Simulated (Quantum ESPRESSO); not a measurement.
# A series of single points on Ni

System: Ni (Fm-3m, 1 atom in the cell).
Method: Kohn-Sham DFT of a periodic cell, PBE with D3(BJ), PseudoDojo 0.4.1 SR PBE standard, spin-polarised (Quantum ESPRESSO 7.5).

The 7 runs differ only in the geometry, by an even scaling of the cell at fixed fractional positions. The structure derives from a Materials Project entry.

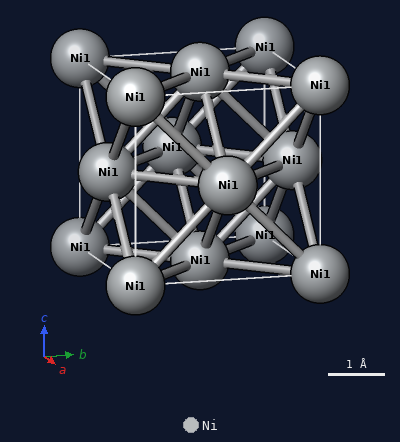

Figure 1. The structure of run 4 (ball-and-stick view of the cell 4 times as large as that of the calculation, set on its symmetry axes, seen slightly off an axis; atoms are numbered from 1 in the order of the input).

## Input of run 4
```
&CONTROL
  calculation = 'scf'
  prefix = 'pwscf'
  outdir = './tmp'
  pseudo_dir = './pseudo'
  tprnfor = .true.
  tstress = .true.
  disk_io = 'nowf'
/
&SYSTEM
  ibrav = 0
  nat = 1
  ntyp = 1
  ecutwfc = 98
  nbnd = 18
  occupations = 'smearing'
  smearing = 'fd'
  degauss = 0.00367493
  nspin = 2
  starting_magnetization(1) = 0.0556
  vdw_corr = 'grimme-d3'
  dftd3_version = 4
/
&ELECTRONS
  conv_thr = 2d-10
  electron_maxstep = 120
  mixing_beta = 0.3
/
ATOMIC_SPECIES
Ni    58.6934 Ni.upf
CELL_PARAMETERS angstrom
   0.0000000000    1.7375729330    1.7375729330
   1.7375729330    0.0000000000    1.7375729330
   1.7375729330    1.7375729330    0.0000000000
ATOMIC_POSITIONS crystal
Ni     0.0000000000    0.0000000000    0.0000000000
K_POINTS automatic
13 13 13 0 0 0
```

Command:
```bash
OMP_NUM_THREADS=1 pw.x -in pw.in > pw.out
```

Lattice vectors (Å) and fractional positions of run 4:
```
   0.000000    1.737573    1.737573
   1.737573    0.000000    1.737573
   1.737573    1.737573    0.000000
Ni  0.000000  0.000000  0.000000
```

Run 2 differs from it as follows:
```diff
-   0.0000000000    1.7375729330    1.7375729330
-   1.7375729330    0.0000000000    1.7375729330
-   1.7375729330    1.7375729330    0.0000000000
+   0.0000000000    1.7140893390    1.7140893390
+   1.7140893390    0.0000000000    1.7140893390
+   1.7140893390    1.7140893390    0.0000000000
```

## Results, with one run withheld

| run | volume per atom (Å³) | free energy per atom, from the lowest run given (meV) | pressure (GPa) |
| --- | --- | --- | --- |
| 1 | 9.862 | 39.87 | 18.72 |
| 2 | 10.072 | ? | ? |
| 3 | 10.282 | 6.46 | 7.16 |
| 4 | 10.492 | 0.24 | 2.34 |
| 5 | 10.702 | 0.00 | −1.96 |
| 6 | 10.912 | 5.03 | −5.77 |
| 7 | 11.122 | 14.76 | −9.10 |

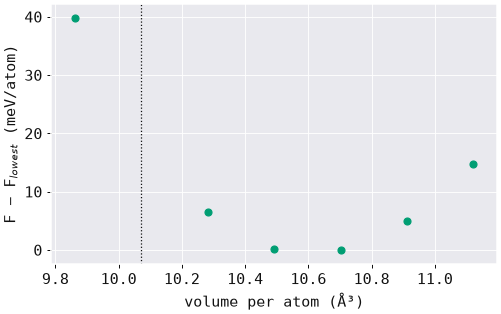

Figure 2. Free energy per atom of the runs given; the dotted line marks run 2.

Fit the runs given and predict run 2.

A cubic polynomial in V^(−2/3) (the Birch–Murnaghan form), fitted to the 6 runs given, misses them by at most 0.01 meV per atom. With x = V^(−2/3) − 0.20791 Å⁻², it reads F = −0.37674 + 557.83 x + 3.7508e+05 x² + 9.208e+05 x³ (meV per atom). At run 2 it gives 19.38 meV per atom, and the run itself gives 19.39. The slope of the fit gives a pressure −dF/dV of 12.63 GPa there, and the run prints 12.60 GPa. The fit has its minimum at 10.605 Å³ per atom, where V d²F/dV² gives 215 GPa: the bulk modulus at this level, since symmetry fixes the shape and the positions.

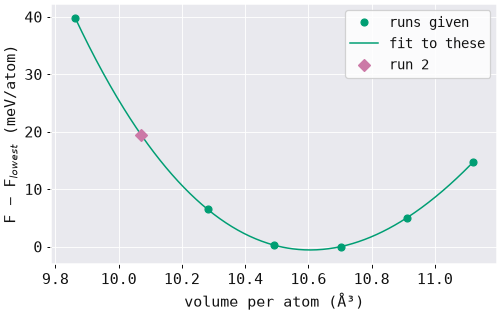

Figure 3. The fit and the withheld run.

## Some lines of the output (run 2)
```
[...]
     number of k points=    84  Fermi-Dirac smearing, width (Ry)=  0.0037
     total energy              =    -335.60886716 Ry
     total energy              =    -335.61012929 Ry
     total energy              =    -335.61034709 Ry
     total energy              =    -335.61036240 Ry
     total energy              =    -335.61037046 Ry
     total energy              =    -335.61037113 Ry
     total energy              =    -335.61037156 Ry
     total energy              =    -335.61037157 Ry
     the Fermi energy is    20.4723 ev
!    total energy              =    -335.61037157 Ry
     The total energy is F=E-TS. E is the sum of the following terms:
     Computing stress (Cartesian axis) and pressure
          total   stress  (Ry/bohr**3)                   (kbar)     P=      125.99
```
